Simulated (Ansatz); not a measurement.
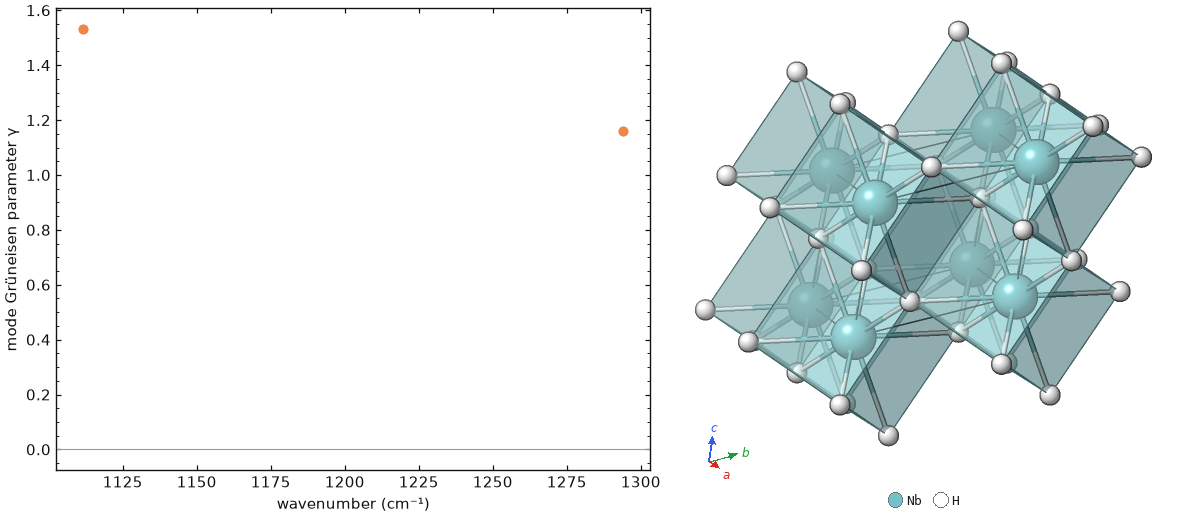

Figure. Mode Grüneisen parameters against frequency for NbH₂, space group Fm-3m (No. 225). The cell is drawn beside the plot.

They run from 1.16 to 1.53; none is negative, so every mode shown stiffens under compression.

Computed with Ansatz 0.2.0: mode Grüneisen parameters, minus d ln(frequency) over d ln(volume), from cells at 0.98 and 1.02 times the rest volume with shape and atoms relaxed, modes matched by rank; plane waves with PAW datasets, Γ-centred k mesh. Level: PBEsol, no spin polarisation.

```
       setting            value
   wave cutoff           420 eV
        k mesh         16×16×16
   occupations      Fermi–Dirac
smearing width          0.15 eV
 phonon method  linear response
        q mesh            1×1×1
```

Structure:
```
CELL_PARAMETERS angstrom
0.00000 2.26032 2.26032
2.26032 0.00000 2.26032
2.26032 2.26032 0.00000
ATOMIC_POSITIONS crystal
Nb 0.00000 0.00000 0.00000
H 0.25000 0.25000 0.25000
H 0.75000 0.75000 0.75000
```

Keep in mind: metal sensitive to the k mesh.
